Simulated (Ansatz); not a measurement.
Run report: C, geometry relaxation (part 2 of 2)

The same run, continued: C (4 atoms in the cell); DFT, PBE, dispersion d3bj, plane waves, PAW, no spin polarisation (Ansatz 0.2.0); cutoff 420 eV, 9×9×4 k-mesh, Fermi–Dirac smearing of 0.15 eV. The structure derives from an entry of the Crystallography Open Database. The settings are looser than a standard set-up, so the numbers are not reference values.

Geometry of the input (Å; fractional positions):
```
2.4287  0.0000  0.0000
-1.2143  2.1033  0.0000
0.0000  0.0000  6.0809
C  0.0000  0.0000  0.7500
C  0.0000  0.0000  0.2500
C  0.3333  0.6667  0.7500
C  0.6667  0.3333  0.2500
```

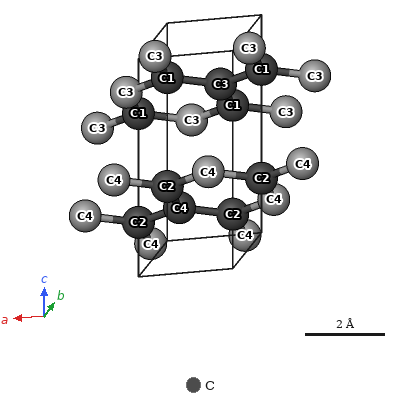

Figure 1. The geometry at step 2 of the log (ball-and-stick view of the cell of the calculation, seen at an oblique angle; neighbours outside the cell are drawn fainter; atoms are numbered from 1 in the order of the input).

## What the program printed, continued
```
relax step   4: F+E_penalty+E_count = -1004.24429538 eV  Δ(F+E_penalty+E_count) = +2.622e-4 eV  max|allowed force component| = 6.661e-16 eV/Å  Δτ_max = 0.0000 Å  P = +8.430 GPa  Ω = 31.062 Å³  fix = [volume]  reactions: volume +8.430 GPa  stress off target by 1.37e-1 GPa on what of the cell is left free  SCF on the basis re-selected at this cell (its energy is not comparable with the rows above)  (8 SCF iters)
basis re-selected at this cell: Δ(F+E_penalty+E_count) = +2.622e-4 eV, ΔP = +0.006 GPa vs the last step (what re-selecting the basis moved, of the pressure what is left beyond the Pulay correction that the steps carried, after the strain that the cell walked since its last selection, with what the two solves' SCF thresholds leave and, on support functions, any second-order correction that the steps lacked; it is no measure of the basis error at this ecutwfc). The dense FFT grid was sized anew with the basis: this SCF ran on 18×18×40 points, the steps before it on 18×18×45, so part of this shift can come from that change (see relax.cell in the input reference). This SCF's stress stands 1.37e-1 GPa from its target on what of the cell is left free (relax.cell.stress_tol is 1.00e-1 GPa) and its largest allowed force component is 6.66e-16 eV/Å (relax.f_tol is 1.00e-2 eV/Å): not within both, so this SCF does not close the relaxation
iter 1 solved again at ethr=3.67e-9 eV; its pass at ethr=3.10e-3 eV (dr2=5.87e-7 eV) is discarded
SCF iter   1: F=—  HF=-1004.244240 eV  |F-HF|=—  |Δ(HF+E_count)|=         —  Δρ=6.31e-5  dr2=7.73e-7  ethr=3.67e-9  ⟨swp⟩=2.2  Hψ=3285  notcnv=0
preconditioner: auto → none  [metal: Δε(μ)=0.010 eV  Ē_g=16.039 eV  σ=0.150 eV  W_gap=0.02  n_scr=4 (ndim 8)  ℏωp=26.7 eV  f_vac=0.000  D(μ)=0.21/eV (n_scr^D=2)]
SCF iter   2: F=—  HF=-1004.244304 eV  |F-HF|=—  |Δ(HF+E_count)|=   6.38e-5  Δρ=2.53e-5  dr2=9.54e-8  ethr=3.67e-9  ⟨swp⟩=2.1  Hψ=707  notcnv=0
iter 3 did not close the SCF: its close was put off for the readings that it lacked (scf_convergence_deferred on its scf_iter line)
SCF iter   3: F=-1004.244304 eV  HF=-1004.244304 eV  |F-HF|=9.63e-10  |Δ(HF+E_count)|=   5.87e-9  Δρ=3.51e-6  dr2=1.17e-9  ethr=5.96e-10  ⟨swp⟩=2.5  Hψ=727  notcnv=0
iter 4 did not close the SCF: its close was put off for the readings that it lacked (scf_convergence_deferred on its scf_iter line)
SCF iter   4: F=-1004.244304 eV  HF=-1004.244304 eV  |F-HF|=2.90e-11  |Δ(HF+E_count)|=  9.84e-10  Δρ=2.26e-7  dr2=4.37e-12  ethr=7.34e-12  ⟨swp⟩=2.8  Hψ=742  notcnv=0
iter 5 did not close the SCF: its close was put off for the readings that it lacked (scf_convergence_deferred on its scf_iter line)
SCF iter   5: F=-1004.244304 eV  HF=-1004.244304 eV  |F-HF|=2.73e-12  |Δ(HF+E_count)|=  2.83e-11  Δρ=6.43e-8  dr2=2.46e-13  ethr=1.00e-12  ⟨swp⟩=1.0  Hψ=432  notcnv=0
iter 6 did not close the SCF: its close was put off for the readings that it lacked (scf_convergence_deferred on its scf_iter line)
SCF iter   6: F=-1004.244304 eV  HF=-1004.244304 eV  |F-HF|=2.27e-13  |Δ(HF+E_count)|=  3.75e-12  Δρ=1.79e-8  dr2=7.84e-14  ethr=1.00e-12  ⟨swp⟩=1.0  Hψ=432  notcnv=0
SCF iter   7: F=-1004.244304 eV  HF=-1004.244304 eV  |F-HF|=0.00e0  |Δ(HF+E_count)|=  1.14e-13  Δρ=4.02e-9  dr2=2.10e-15  ethr=1.00e-12  ⟨swp⟩=1.0  Hψ=1008  notcnv=0
SCF 5 converged in 7 iterations: F = -1004.244304 eV  dr2 = 2.10e-15
  greatest PAW one-centre occupation: 0.677 electrons in one spin orbital (limit 2), on the C atom at site 1 (counted from 0), in its partial waves of l = 0
relax step   5: F+E_penalty+E_count = -1004.24430388 eV  Δ(F+E_penalty+E_count) = -8.497e-6 eV  max|allowed force component| = 1.850e-16 eV/Å  Δτ_max = 0.0000 Å  P = +8.320 GPa  Ω = 31.062 Å³  energy of the carried Pulay correction = +3.978e-6 eV  fix = [volume]  reactions: volume +8.320 GPa  (7 SCF iters, dr2 threshold 4.71e-8 eV, accepted)
iter 1 solved again at ethr=1.69e-7 eV; its pass at ethr=3.10e-3 eV (dr2=2.71e-5 eV) is discarded
SCF iter   1: F=—  HF=-1004.244246 eV  |F-HF|=—  |Δ(HF+E_count)|=         —  Δρ=2.04e-6  dr2=2.00e-10  ethr=1.69e-7  ⟨swp⟩=3.6  Hψ=3596  notcnv=0
eigensolver tolerance schedule: the retry pair's looser diagonalisation over-reported the residual by 135574.01 of it (diagonalisation noise at an unbounded share of the residual, at the tolerance the schedule requests for it); recorded, not acted on — ethr = c·dr2/N_el stays at c = 1.0e-1
SCF iter   2: F=—  HF=-1004.244313 eV  |F-HF|=—  |Δ(HF+E_count)|=   6.69e-5  Δρ=9.80e-7  dr2=4.73e-11  ethr=1.25e-12  ⟨swp⟩=4.1  Hψ=1175  notcnv=0
iter 3 did not close the SCF: its close was put off for the readings that it lacked (scf_convergence_deferred on its scf_iter line)
SCF iter   3: F=-1004.244313 eV  HF=-1004.244313 eV  |F-HF|=3.28e-10  |Δ(HF+E_count)|=  4.36e-10  Δρ=6.55e-7  dr2=1.96e-11  ethr=1.00e-12  ⟨swp⟩=2.0  Hψ=480  notcnv=0
iter 4 did not close the SCF: its close was put off for the readings that it lacked (scf_convergence_deferred on its scf_iter line)
SCF iter   4: F=-1004.244313 eV  HF=-1004.244313 eV  |F-HF|=7.96e-13  |Δ(HF+E_count)|=  3.53e-10  Δρ=3.68e-8  dr2=1.06e-13  ethr=1.00e-12  ⟨swp⟩=2.0  Hψ=684  notcnv=0
iter 5 did not close the SCF: its close was put off for the readings that it lacked (scf_convergence_deferred on its scf_iter line)
SCF iter   5: F=-1004.244313 eV  HF=-1004.244313 eV  |F-HF|=4.55e-13  |Δ(HF+E_count)|=  1.14e-13  Δρ=2.83e-8  dr2=4.64e-14  ethr=1.00e-12  ⟨swp⟩=1.0  Hψ=432  notcnv=0
iter 6 did not close the SCF: its close was put off for the readings that it lacked (scf_convergence_deferred on its scf_iter line)
SCF iter   6: F=-1004.244313 eV  HF=-1004.244313 eV  |F-HF|=0.00e0  |Δ(HF+E_count)|=  3.41e-13  Δρ=1.08e-8  dr2=6.58e-15  ethr=1.00e-12  ⟨swp⟩=1.0  Hψ=432  notcnv=0
SCF iter   7: F=-1004.244313 eV  HF=-1004.244313 eV  |F-HF|=0.00e0  |Δ(HF+E_count)|=  2.27e-13  Δρ=5.44e-9  dr2=2.51e-15  ethr=1.00e-12  ⟨swp⟩=1.6  Hψ=1050  notcnv=0
SCF 6 converged in 7 iterations: F = -1004.244313 eV  dr2 = 2.51e-15
relax step   6: F+E_penalty+E_count = -1004.24431253 eV  Δ(F+E_penalty+E_count) = -8.653e-6 eV  max|allowed force component| = 4.626e-16 eV/Å  Δτ_max = 0.0000 Å  P = +8.320 GPa  Ω = 31.062 Å³  fix = [volume]  reactions: volume +8.320 GPa  stress off target by 1.87e-3 GPa on what of the cell is left free  SCF on the basis re-selected at this cell (its energy is not comparable with the rows above)  (7 SCF iters)
basis re-selected at this cell: Δ(F+E_penalty+E_count) = -8.653e-6 eV, ΔP = -0.000 GPa vs the last step (what re-selecting the basis moved, of the pressure what is left beyond the Pulay correction that the steps carried, after the strain that the cell walked since its last selection, with what the two solves' SCF thresholds leave and, on support functions, any second-order correction that the steps lacked; it is no measure of the basis error at this ecutwfc). This SCF's stress stands 1.87e-3 GPa from its target on what of the cell is left free (relax.cell.stress_tol is 1.00e-1 GPa) and its largest allowed force component is 4.63e-16 eV/Å (relax.f_tol is 1.00e-2 eV/Å): within both
SCF converged after 7 iterations
Free energy (F): -1004.244313 eV
Harris-Foulkes:  -1004.244313 eV  (|F-HF|=0.00e0)
Internal energy: -1004.231078 eV  (E = F + TS)
E sigma→0 (E₀):  -1004.237695 eV
Entropy (-TS):   -0.013235 eV (-3.309 meV/atom)
Fermi energy:    8.456743 eV
--- Per-component energies (eV) ---
  E_band       = -10.830742
  E_kinetic    = 366.691489
  E_local      = -501.206030  (includes V_loc(G=0)·N_el)
  E_nonlocal   = 109.821353
  E_hartree    = 140.201959
  E_xc         = -192.966982
  E_vxc        = -239.050485  (∫ρ·V_xc dr)
  E_paw        = -397.603893  (= ΣΔE_a)
  E_vpaw       = -27.491017  (= ΣTr[D̂ρ^β])
  E_aug_tail   = 0.000030  (compensation charges beyond the density's cutoff)
  E_ewald      = -528.454716
  E_disp       = -0.714288  (pairwise vdW)
  E_smearing   = -0.013235  (= −TS)
  E_closure    = -0.000000  (closes the sum)
  Σ components = -1004.244313   (vs F -1004.244313, Δ=0.00e0)
--- Forces (eV/Å), atoms counted from 1 ---
  atom   1  C      0.00000000    -0.00000000     0.00000000
  atom   2  C     -0.00000000     0.00000000    -0.00000000
  atom   3  C      0.00000000     0.00000000    -0.00000000
  atom   4  C     -0.00000000    -0.00000000     0.00000000
  max |Σ_I F_I| component: 7.40e-17 eV/Å
--- Stress (GPa, compression-positive) ---
        8.320890       0.000000      -0.000000
        0.000000       8.320890      -0.000000
       -0.000000      -0.000000       8.318086
  P = ⅓ Tr σ = 8.3200 GPa (83.200 kbar)
--- Band table (eV; the first three rows and the last of 36) ---
  k-point 0: bands = ["-11.4774", "-10.7828", "-0.7260", "2.6758", "5.4896", "5.4896", "5.5464", "5.5464", "14.0014", "16.9268", "16.9268", "17.0595"]
  k-point 1: bands = ["-11.3868", "-10.8976", "-0.3079", "2.0514", "5.4981", "5.4981", "5.5385", "5.5385", "15.0841", "16.9450", "16.9450", "17.0402"]
  k-point 2: bands = ["-11.1542", "-11.1542", "0.7781", "0.7781", "5.5177", "5.5177", "5.5177", "5.5177", "16.9909", "16.9909", "16.9909", "16.9909"]
  k-point 35: bands = ["-4.1329", "-4.1329", "-4.1107", "-4.1107", "-2.1658", "-2.1658", "8.4625", "8.4625", "8.5114", "8.5114", "18.6530", "18.6530"]
--- Relaxed structure (4 steps of the walk, 4 accepted, 2 SCFs on fresh bases) ---
  F+E_penalty+E_count = -1004.24431253 eV   max|allowed force component| = 4.626e-16 eV/Å   (the final SCF, on the basis selected at the relaxed cell)
  cell:  # Å, volume = 31.0619 Å³
    - [2.451161202749903, -2.913504693860095e-11, -4.906297089029466e-30]
    - [-1.22558060134972, 2.1227678703668027, 3.5738410503136353e-19]
    - [-2.9804914460702463e-33, 1.0332514604678213e-18, 5.969722103106368]
  atoms:
    - { symbol: C, position: [2.1209303512564435e-32, 1.7092628256436718e-32, 0.75] }
    - { symbol: C, position: [-3.7928782842276126e-32, -2.0029671421627253e-32, 0.24999999999999997] }
    - { symbol: C, position: [0.33333333333333326, 0.6666666666666666, 0.75] }
    - { symbol: C, position: [0.6666666666666667, 0.33333333333333326, 0.24999999999999997] }
```

## Trajectory as extended XYZ (Å, eV, eV/Å), 6 frames, from step=1 to step=6
```
4
Lattice="2.4287 0.0000 0.0000 -1.2143 2.1033 0.0000 0.0000 0.0000 6.0809" Properties=species:S:1:pos:R:3:forces:R:3 step=1 energy=-1004.21474 pressure_GPa=17.54
C     0.0000    0.0000    4.5607    0.0000   0.0000   0.0000
C     0.0000    0.0000    1.5202    0.0000   0.0000   0.0000
C     0.0000    1.4022    4.5607    0.0000   0.0000   0.0000
C     1.2143    0.7011    1.5202    0.0000   0.0000   0.0000
4
Lattice="2.4468 0.0000 0.0000 -1.2234 2.1190 0.0000 0.0000 0.0000 5.9912" Properties=species:S:1:pos:R:3:forces:R:3 step=2 energy=-1004.24350 pressure_GPa=10.07
C     0.0000    0.0000    4.4934    0.0000   0.0000   0.0000
C     0.0000    0.0000    1.4978    0.0000   0.0000   0.0000
C     0.0000    1.4126    4.4934    0.0000   0.0000   0.0000
C     1.2234    0.7063    1.4978    0.0000   0.0000   0.0000
4
Lattice="2.4509 0.0000 0.0000 -1.2254 2.1225 0.0000 0.0000 0.0000 5.9711" Properties=species:S:1:pos:R:3:forces:R:3 step=3 energy=-1004.24456 pressure_GPa=8.42
C     0.0000    0.0000    4.4783    0.0000   0.0000   0.0000
C     0.0000    0.0000    1.4928    0.0000   0.0000   0.0000
C     0.0000    1.4150    4.4783    0.0000   0.0000   0.0000
C     1.2254    0.7075    1.4928    0.0000   0.0000   0.0000
4
Lattice="2.4509 0.0000 0.0000 -1.2254 2.1225 0.0000 0.0000 0.0000 5.9711" Properties=species:S:1:pos:R:3:forces:R:3 step=4 energy=-1004.24429 pressure_GPa=8.43
C     0.0000    0.0000    4.4783    0.0000   0.0000   0.0000
C     0.0000    0.0000    1.4928    0.0000   0.0000   0.0000
C     0.0000    1.4150    4.4783    0.0000   0.0000   0.0000
C     1.2254    0.7075    1.4928    0.0000   0.0000   0.0000
4
Lattice="2.4512 0.0000 0.0000 -1.2256 2.1228 0.0000 0.0000 0.0000 5.9697" Properties=species:S:1:pos:R:3:forces:R:3 step=5 energy=-1004.24430 pressure_GPa=8.32
C     0.0000    0.0000    4.4773    0.0000   0.0000   0.0000
C     0.0000    0.0000    1.4924    0.0000   0.0000   0.0000
C     0.0000    1.4152    4.4773    0.0000   0.0000   0.0000
C     1.2256    0.7076    1.4924    0.0000   0.0000   0.0000
4
Lattice="2.4512 0.0000 0.0000 -1.2256 2.1228 0.0000 0.0000 0.0000 5.9697" Properties=species:S:1:pos:R:3:forces:R:3 step=6 energy=-1004.24431 pressure_GPa=8.32
C     0.0000    0.0000    4.4773    0.0000   0.0000   0.0000
C     0.0000    0.0000    1.4924    0.0000   0.0000   0.0000
C     0.0000    1.4152    4.4773    0.0000   0.0000   0.0000
C     1.2256    0.7076    1.4924    0.0000   0.0000   0.0000
```

## Summary

| quantity | value |
| --- | --- |
| outcome | converged |
| space group (tolerance 0.01 Å) | P6₃/mmc (194) |
| electrons treated | 16 |
| free energy | −1004.2443 eV |
| Fermi energy | 8.457 eV |
| gap on the k-point mesh | none (metallic) |
| pressure | 8.32 GPa |
| final volume | 31.06 Å³ |
| largest force (length of the vector) at the end | under 0.001 eV/Å |
| final cell | a = 2.451 Å, b = 2.451 Å, c = 5.970 Å, α = 90.00°, β = 90.00°, γ = 120.00° |
| hardware | 1 thread of Intel Xeon @ 2.50GHz (Skylake/Cascade Lake), 64 GiB of memory available, shared host |
| wall time | 6.5 s |
| peak memory | 0.33 GiB |

## Notes

Settings chosen away from the usual ones: volume x 0.88, shape and atoms relaxed. These settings are looser than, or depart from, a standard set-up, so the numbers are not reference values for this system. Results for this metal are sensitive to the k-point mesh.
